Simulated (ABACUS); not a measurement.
## Energy of Ni along an even scaling of the cell

System: Ni (Fm-3m, 1 atom in the cell).
Method: Kohn-Sham DFT of a periodic cell, PBE, PseudoDojo NC SR 0.4.1 PBE standard, spin-polarised (ABACUS 3.10.1).

The 7 runs differ only in the geometry, by an even scaling of the cell at fixed fractional positions. The structure derives from a Materials Project entry.

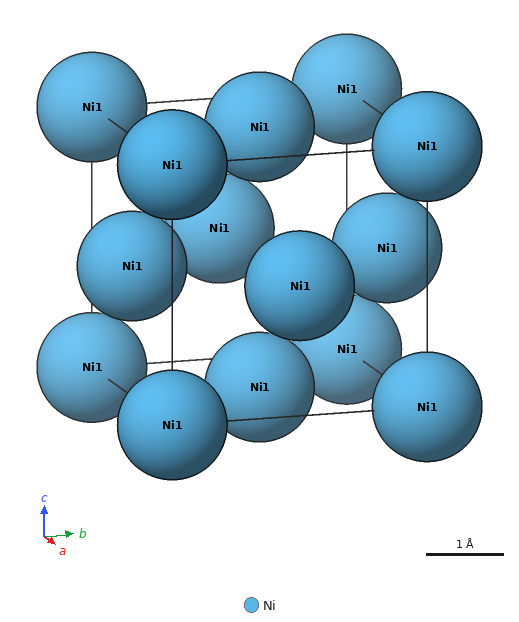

Figure 1. The structure of run 4 (spheres-only view of the cell 4 times as large as that of the calculation, set on its symmetry axes, seen slightly off an axis; atoms are numbered from 1 in the order of the input).

### Input of run 4
```
INPUT_PARAMETERS
suffix              Ni
calculation         scf
basis_type          pw
pseudo_dir          ./
symmetry            1
dft_functional      pbe
ecutwfc             98
pseudo_rcut         10
nspin               2
nbands              14
ks_solver           dav
smearing_method     fd
smearing_sigma      0.00367493
scf_thr             1e-08
scf_nmax            100
mixing_type         broyden
mixing_beta         0.4
cal_force           1
cal_stress          1
kpar                4
```

### File STRU of run 4
```
ATOMIC_SPECIES
Ni 58.6934 Ni.upf

LATTICE_CONSTANT
1.8897261246

LATTICE_VECTORS
0.0000000000 1.7375729330 1.7375729330
1.7375729330 0.0000000000 1.7375729330
1.7375729330 1.7375729330 0.0000000000

ATOMIC_POSITIONS
Direct

Ni
0.0
1
0.0000000000 0.0000000000 0.0000000000 1 1 1 mag 1
```

### File KPT of run 4
```
K_POINTS
0
Gamma
13 13 13 0 0 0
```

Command:
```bash
OMP_NUM_THREADS=1 mpirun -np 4 abacus > log
```

Lattice vectors (Å) and fractional positions of run 4:
```
   0.000000    1.737573    1.737573
   1.737573    0.000000    1.737573
   1.737573    1.737573    0.000000
Ni  0.000000  0.000000  0.000000
```

Run 6 differs from it as follows:
```diff
-0.0000000000 1.7375729330 1.7375729330
-1.7375729330 0.0000000000 1.7375729330
-1.7375729330 1.7375729330 0.0000000000
+0.0000000000 1.7604383569 1.7604383569
+1.7604383569 0.0000000000 1.7604383569
+1.7604383569 1.7604383569 0.0000000000
```

### Results, with one run withheld

```tsv
run	volume per atom (Å³)	free energy per atom, from the lowest run given (meV)	pressure (GPa)
1	9.862	72.07	25.30
2	10.072	43.10	18.96
3	10.282	21.98	13.30
4	10.492	7.86	8.26
5	10.702	0.00	3.75
6	10.912	?	?
7	11.122	0.45	−3.86
```

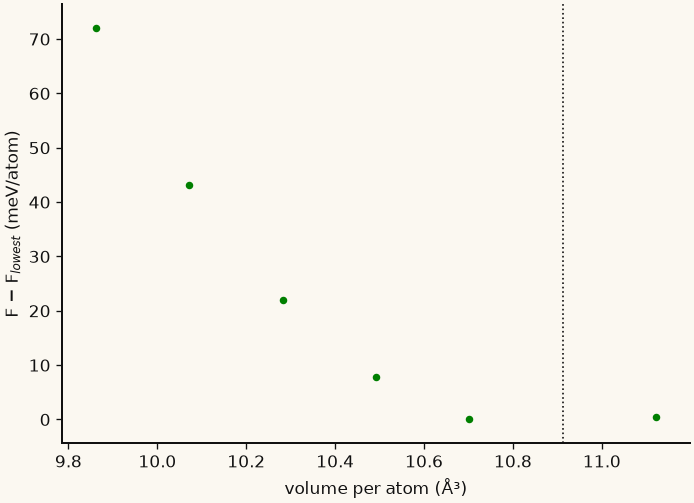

Figure 2. Free energy per atom of the runs given; the dotted line marks run 6.

Estimate the energy of run 6 from the others.

A cubic polynomial in V^(−2/3) (the Birch–Murnaghan form), fitted to the 6 runs given, misses them by under 0.01 meV per atom. With x = V^(−2/3) − 0.20977 Å⁻², it reads F = 12.691 + 4754.7 x + 3.8216e+05 x² + 7.4451e+05 x³ (meV per atom). At run 6 it gives −2.27 meV per atom, and the run itself gives −2.27. The slope of the fit gives a pressure −dF/dV of −0.24 GPa there, and the run prints −0.27 GPa. The fit has its minimum at 10.899 Å³ per atom, where V d²F/dV² gives 199 GPa: the bulk modulus at this level, since symmetry fixes the shape and the positions.

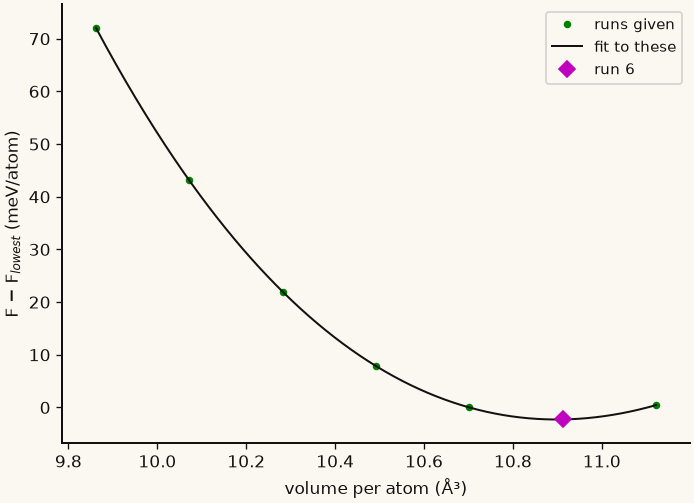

Figure 3. The fit and the withheld run.

### Some lines of the output (run 6)
```
[...]
                             Volume (A^3) = 10.9117
 E_Fermi        1.3533805106         18.4136865065
 E_Fermi        1.3613627305         18.5222901791
 E_Fermi        1.3624091115         18.5365269229
 E_Fermi        1.3618706621         18.5292009430
 E_Fermi        1.3632000442         18.5472881153
 E_Fermi        1.3631614933         18.5467636035
 E_Fermi        1.3630189277         18.5448238992
 E_KS(sigma->0) -335.5806859670      -4565.8094679003
 E_Fermi        1.3630563415         18.5453329397
 final etot is -4565.8161847 eV
 EFERMI = 18.54533294 eV
 TOTAL-PRESSURE: -2.705270 KBAR
 !FINAL_ETOT_IS -4565.8161847241171927 eV
```
